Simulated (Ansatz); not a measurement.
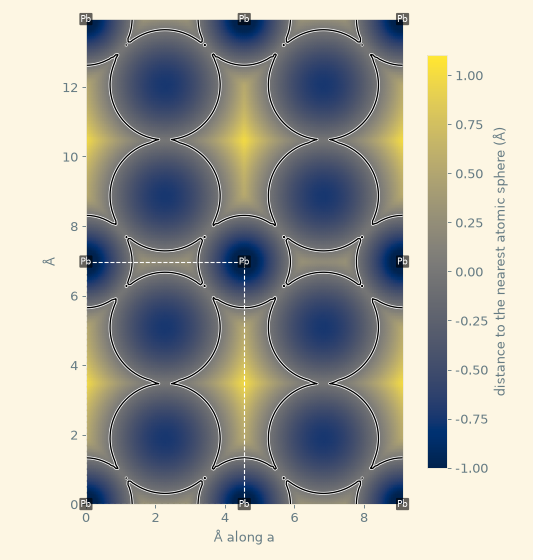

Map of the distance to the nearest atomic sphere in PbI₂ (P-3m1), computed on the section y = 0.000 (parallel to a and c; the dashed line is one cell). The black line marks the spheres' surfaces; positive values are empty space; unlabelled circles belong to atoms above or below the section.

Hard-sphere model; Shannon crystal radii (six-coordinate where tabulated): Pb 1.33 Å, I 2.06 Å.

The cell is taken from the end point of a relaxation in a fixed cell with DFT PBE, scalar-relativistic, plane waves, PAW in Ansatz.

```cif
data_structure
_symmetry_space_group_name_H-M 'P-3m1'
_symmetry_Int_Tables_number 164
_cell_length_a 4.5550
_cell_length_b 4.5550
_cell_length_c 6.9770
_cell_angle_alpha 90.000
_cell_angle_beta 90.000
_cell_angle_gamma 120.000
_cell_volume 125.36
loop_
_atom_site_label
_atom_site_type_symbol
_atom_site_symmetry_multiplicity
_atom_site_Wyckoff_symbol
_atom_site_fract_x
_atom_site_fract_y
_atom_site_fract_z
_atom_site_occupancy
Pb1 Pb 1 a 0.00000 0.00000 0.00000 1
I1 I 2 d 0.33333 0.66667 0.27108 1
```

### Where is the largest hole in this section, and how large is it?

At 0.000, 0.000, 0.500 (fractional), where the distance reaches 1.02 Å; it is enclosed by 6 I in an octahedral arrangement. It is the largest hole of the crystal.

### How much of the crystal lies outside the spheres?

About 34 % of the cell's volume, and 33 % of this section's area.

### What can pass through?

The largest sphere that fits anywhere has a diameter of 2.03 Å; the largest that can travel through the crystal, about 0.8 Å.
